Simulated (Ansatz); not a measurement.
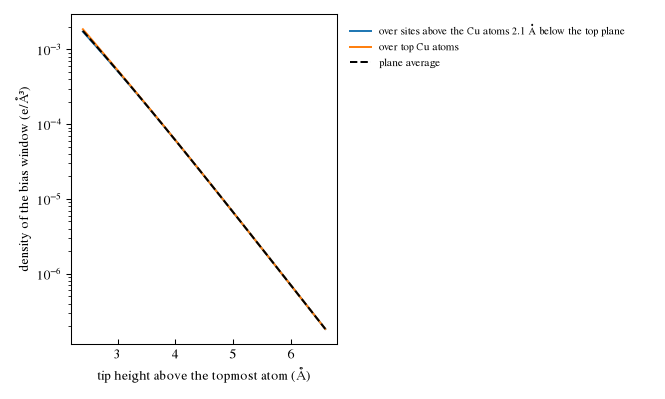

Approach curves over Cu(111) (Fm-3m bulk, 6 atomic planes (those closer than 0.6 Å count as one), 10 Å) at a sample bias of +1.00 V.

Images follow the Tersoff–Hamann model: the current is the local density of the sample's states between the Fermi level and the bias, at the tip's centre. Bias windows are sharp sums over the levels of the k mesh.

These are results of DFT PBE, scalar-relativistic, plane waves, PAW in Ansatz 0.2.0, not measurements. Cutoff 420 eV, 21 × 21 k-points, Gaussian smearing 0.1 eV, dipole correction. The slab is a cut without reconstruction beyond its cell, at the source's lattice constants, with its lower half held fixed and the rest relaxed. No spin polarisation. The run couldn't confirm all of its levels under its output density. The run warns that the functional's potential is rough in the thin density of the vacuum, where the tip is; weak contrasts and barriers may feel it.

**Estimate the decay constant and the apparent barrier, and compare with the vacuum level, which the run puts 4.80 eV above zero bias.**

Near 4 Å the plane average falls as exp(−2.18 z/Å), a factor of 8.9 per ångström, which gives an apparent barrier of 4.5 eV (0.952 eV Å² times the slope squared). The upper edge of the window lies 3.80 eV under the vacuum level. The apparent barrier is above 3.80 eV. At 4 Å the 0.50 eV of states nearest the upper edge carry 52 % of the density.
